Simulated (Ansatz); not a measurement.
## Al8H: 7 runs along one coordinate

System: Al8H (slab, 18 atoms in the cell).
Method: DFT PBE, scalar-relativistic, plane waves, PAW, no spin polarisation (Ansatz 0.2.0).

The 7 runs differ only in the geometry, by a shift of atoms along one path in a fixed cell. The shift s is measured from run 4: H17 moves along the Cartesian direction (0.00, 0.00, 1.00), and H18 with it in fixed proportion. The structure derives from an entry of the Crystallography Open Database.

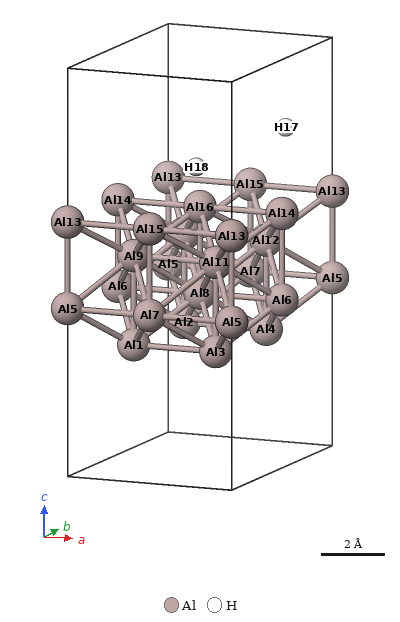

Figure 1. The structure of run 4 (ball-and-stick view of the cell of the calculation, with the vacuum cut short, seen slightly off an axis; atoms are numbered from 1 in the order of the input).

## Input of run 4
```yaml
crystal:
  lattice:
    - [5.7143028096, 0.0, 0.0]
    - [0.0, 8.0812445328, 0.0]
    - [0.0, 0.0, 22.2437981863]
  atoms:
    - { symbol: Al, position: [0.25, 0.25, 0.1798254042] }
    - { symbol: Al, position: [0.25, 0.75, 0.1798254042] }
    - { symbol: Al, position: [0.75, 0.25, 0.1798254042] }
    - { symbol: Al, position: [0.75, 0.75, 0.1798254042] }
    - { symbol: Al, position: [0.0, 0.0, 0.244048955] }
    - { symbol: Al, position: [0.0, 0.5, 0.244048955] }
    - { symbol: Al, position: [0.5, 0.0, 0.244048955] }
    - { symbol: Al, position: [0.5, 0.5, 0.244048955] }
    - { symbol: Al, position: [0.25, 0.25, 0.3102692916] }
    - { symbol: Al, position: [0.25, 0.75, 0.3102692916] }
    - { symbol: Al, position: [0.75, 0.25, 0.3102692916] }
    - { symbol: Al, position: [0.75, 0.75, 0.3102692916] }
    - { symbol: Al, position: [0.0, 0.0, 0.3706110853] }
    - { symbol: Al, position: [0.0, 0.5, 0.3706110853] }
    - { symbol: Al, position: [0.5, 0.0, 0.3706110853] }
    - { symbol: Al, position: [0.5, 0.5, 0.3706110853] }
    - { symbol: H, position: [0.75, -0.0568600539, 0.4627716049] }
    - { symbol: H, position: [0.75, 0.0568600539, 0.4627716049] }
basis:
  ecutwfc: 420
kpoints:
  mp_grid: { grid: [5, 4, 1] }
hamiltonian:
  xc: pbe
scf:
  occupations: { method: gaussian, width: 0.1 }
output:
  forces: true
  eigenvalues: true
efield:
  axis: 3
  dipole_correction: true
  ramp_width: 0.04
```

Command:
```bash
ansatz run input.yaml --threads 1 --pin off --max-ram 3072MiB --backend cpu --events-out ev --progress --plain --runs-dir out
```

Run 6 differs from it as follows:
```diff
-    - { symbol: H, position: [0.75, -0.0568600539, 0.4627716049] }
-    - { symbol: H, position: [0.75, 0.0568600539, 0.4627716049] }
+    - { symbol: H, position: [0.75, -0.0568600539, 0.5054801384] }
+    - { symbol: H, position: [0.75, 0.0568600539, 0.5054801384] }
```

## Results, with one run withheld

```tsv
run	shift s of H17 (Å)	free energy per atom, from the lowest run given (meV)	force along the path (eV/Å)
1	−1.6000	166.88	2.716
2	−1.2800	121.27	2.187
3	−0.9600	92.02	1.164
4	0.0000	29.88	0.975
5	0.5500	9.16	0.412
6	0.9500	?	?
7	1.5500	0.00	0.033
```

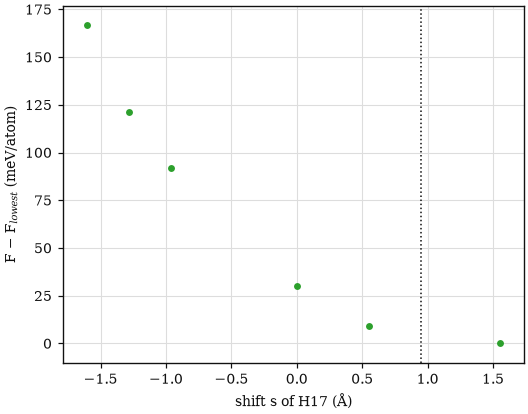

Figure 2. Free energy per atom of the runs given; the dotted line marks run 6.

Fit the runs given and predict run 6.

A cubic polynomial in the coordinate, fitted to the 6 runs given, misses them by at most 3.12 meV per atom. With x = s + 0.2900, it reads F = 41.873 − 54.892 x + 24.771 x² − 4.016 x³ (meV per atom). At run 6 it gives 4.24 meV per atom, and the run itself gives 2.94. The slope of the fit gives a force −dF/ds of 0.216 eV/Å along the path (summed over the atoms that move), and the printed forces give 0.174 eV/Å. The fit has no minimum inside this range. So low a polynomial doesn't follow these energies more closely.

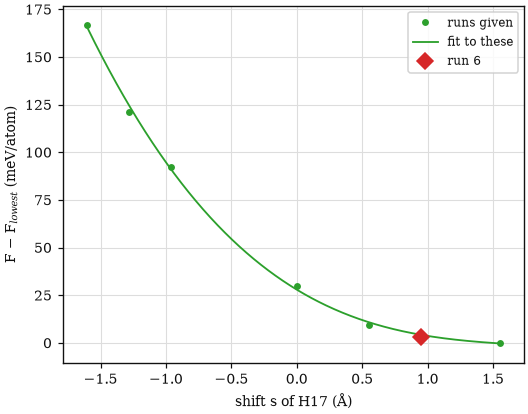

Figure 3. The fit and the withheld run.

## Output, shortened to warnings, some set-up lines, iterations and results (run 6)
```
Basis set: ecut = 420 eV, 20155 PW (Γ), exchange–correlation on 80×120×300 points (8 copies of the dense FFT grid, shifted against one another)
Symmetry: 4 space group operations
k-points: 9 of 20
Initial density: superposition of atomic densities (neutral atoms: chi_scale 0, normalization atom), corrected by the library's trained network
[...]
SCF iter   1: F=—  HF=-8626.129081 eV  |F-HF|=—  |Δ(HF+E_count)|=         —  Δρ=1.11e-3  dr2=3.83e-2  ethr=1.77e-3  p=-0.042 e·Å  D=-7.38e-3 V/Å  ΔV_dip=0.16 eV  …
SCF iter   2: F=—  HF=-8626.125882 eV  |F-HF|=—  |Δ(HF+E_count)|=   3.20e-3  Δρ=5.15e-4  dr2=1.20e-2  ethr=7.66e-5  p=0.053 e·Å  D=9.31e-3 V/Å  ΔV_dip=-0.21 eV  …
SCF iter   3: F=—  HF=-8626.124809 eV  |F-HF|=—  |Δ(HF+E_count)|=   1.07e-3  Δρ=1.02e-4  dr2=2.44e-4  ethr=2.41e-5  p=0.030 e·Å  D=5.33e-3 V/Å  ΔV_dip=-0.12 eV  …
SCF iter   4: F=—  HF=-8626.124866 eV  |F-HF|=—  |Δ(HF+E_count)|=   5.66e-5  Δρ=3.70e-5  dr2=4.58e-5  ethr=4.89e-7  p=0.035 e·Å  D=6.08e-3 V/Å  ΔV_dip=-0.14 eV  …
SCF iter   5: F=—  HF=-8626.125149 eV  |F-HF|=—  |Δ(HF+E_count)|=   2.83e-4  Δρ=7.52e-6  dr2=1.40e-6  ethr=9.15e-8  p=0.034 e·Å  D=5.97e-3 V/Å  ΔV_dip=-0.13 eV  …
SCF iter   6: F=-8626.125150 eV  HF=-8626.125150 eV  |F-HF|=8.83e-8  |Δ(HF+E_count)|=   1.24e-6  Δρ=1.60e-6  dr2=6.09e-8  ethr=2.00e-10  p=0.034 e·Å  D=5.98e-3 V/Å  …
SCF 1 converged in 6 iterations: F = -8626.125150 eV  dr2 = 6.09e-8
SCF converged after 6 iterations
Free energy (F): -8626.125150 eV
Harris-Foulkes:  -8626.125150 eV  (|F-HF|=8.83e-8)
Internal energy: -8626.088677 eV  (E = F + TS)
E sigma→0 (E₀):  -8626.106913 eV
Entropy (-TS):   -0.036473 eV (-2.026 meV/atom)
Fermi energy:    -0.831318 eV
Dipole field:    D = 0.005940 V/Å  (p = 0.033718 e·Å, saw-weighted, corrected)
Work function:   Φ+ = 3.9569 eV   Φ− = 4.0890 eV
Levels:          The Fermi level and band energies are counted from a zero that moves with the ramp; work functions are not
--- Per-component energies (eV) ---
  E_band       = -244.119705
  E_kinetic    = 360.103140
  E_local      = -9002.293453  (includes V_loc(G=0)·N_el)
  E_nonlocal   = 171.742384
  E_hartree    = 4373.777594
  E_xc         = -635.949128
  E_vxc        = -462.490119  (∫ρ·V_xc dr)
  E_paw        = -7477.439897  (= ΣΔE_a)
  E_vpaw       = -59.105986  (= ΣTr[D̂ρ^β])
  E_aug_tail   = -0.002292  (compensation charges beyond the density's cutoff)
  E_efield     = 0.000100  (sawtooth field / dipole correction)
  E_vefield    = 0.378688  (∫n·V_field dr)
  E_ewald      = 3583.972876
  E_smearing   = -0.036473  (= −TS)
  E_closure    = -0.000000  (closes the sum)
  Σ components = -8626.125150   (vs F -8626.125150, Δ=0.00e0)
--- Forces (eV/Å), atoms counted from 1 ---
  atom   1  Al     0.00000000     0.00892699     0.19955119
  atom   2  Al     0.00000000    -0.00892699     0.19955119
  atom   3  Al     0.00000000     0.00005788     0.21350742
  atom   4  Al     0.00000000    -0.00005788     0.21350742
  atom   5  Al     0.00966329     0.00000000    -0.20695919
  atom   6  Al     0.00826211     0.00000000    -0.20756542
  atom   7  Al    -0.00966329     0.00000000    -0.20695919
  atom   8  Al    -0.00826211     0.00000000    -0.20756542
  atom   9  Al    -0.00000000    -0.00753899    -0.02608591
  atom  10  Al    -0.00000000     0.00753899    -0.02608591
  atom  11  Al     0.00000000    -0.01636921     0.00400509
  atom  12  Al     0.00000000     0.01636921     0.00400509
  atom  13  Al     0.03436402     0.00000000    -0.06599712
  atom  14  Al     0.00395798     0.00000000     0.00279965
  atom  15  Al    -0.03436402     0.00000000    -0.06599712
  atom  16  Al    -0.00395798     0.00000000     0.00279965
  atom  17  H      0.00000000     3.52540626     0.08678665
  atom  18  H      0.00000000    -3.52540626     0.08678665
  max |Σ_I F_I| component: 8.47e-5 eV/Å
```
